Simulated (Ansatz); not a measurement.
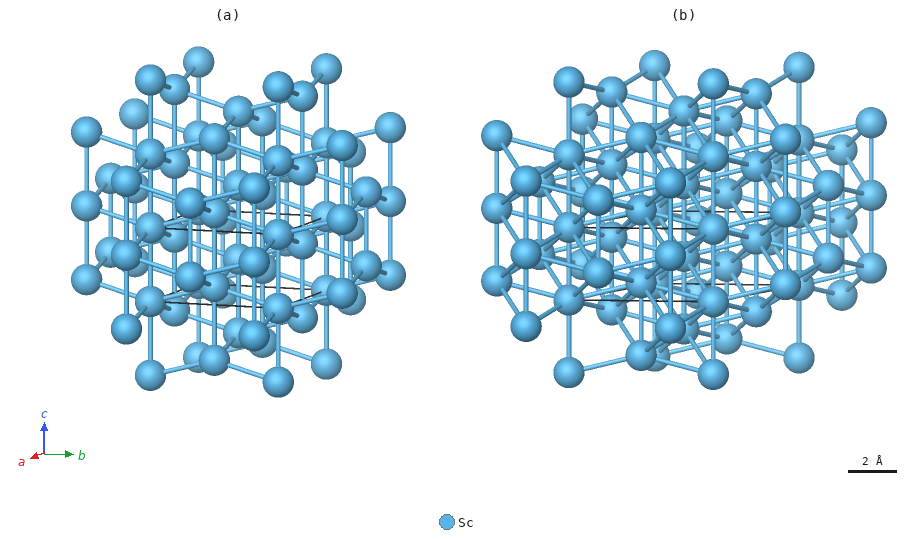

The structure of crystalline Sc (a generated structure, set up in I4_1/amd) before (left) and after (right) a relaxation, at one scale.

A ball-and-stick model of the conventional cell (2 times the calculation's cell), repeated 1 × 1 × 2 with one cell outlined, seen slightly off an axis. Lengths and directions refer to the drawn axes.

Phase: beta-Sn type.

All numbers below come from DFT, r2SCAN, plane waves (500 eV) with PAW, scalar-relativistic in Ansatz. Set-up: plane-wave cutoff 500 eV; k-point mesh 11 × 11 × 8; occupations fermi dirac; smearing width 0.1 eV; no spin polarisation; cell and atoms relaxed; force threshold 0.01 eV/Å; at most 60 steps.

Question: Summarise the run.

Answer: Over 16 accepted moves (19 points after the start) the energy falls by 0.622 eV per cell of the calculation. The largest force component goes from 0.00025 to under 0.0001 eV/Å. The pressure goes from −2.91 to 0.00 GPa. The SCF was repeated 3 times at an unchanged geometry on a basis and grid sized afresh for the cell, which shifted the energy by 12.7 meV per cell of the calculation at most. No atom moves by more than 0.005 Å relative to the cell. The volume changes by −5.2 %, with a = b 5.772 → 6.127 Å (+6.1 %), c 3.152 → 3.101 Å (−1.6 %), γ 90.0° → 121.2°. Some distances before and after: Sc–Sc 4.375 → 3.383 Å, Sc–Sc 2.992 → 3.160 Å, Sc–Sc 3.152 → 3.101 Å. New bonds form: Sc–Sc (4.38 → 3.38 Å). Among the angles between lasting bonds that change: Sc–Sc–Sc 94.0° → 64.7°, Sc–Sc–Sc 94.0° → 123.2°, Sc–Sc–Sc 149.5° → 151.6°. The space group (tolerance 0.01 Å) goes from I4_1/amd (No. 141) to Fddd (No. 70). The run took 13 min on 1 thread of Intel(R) Xeon(R) Platinum 8259CL CPU @ 2.50GHz (Skylake/Cascade Lake), on a shared host, peak memory 0.95 GiB.
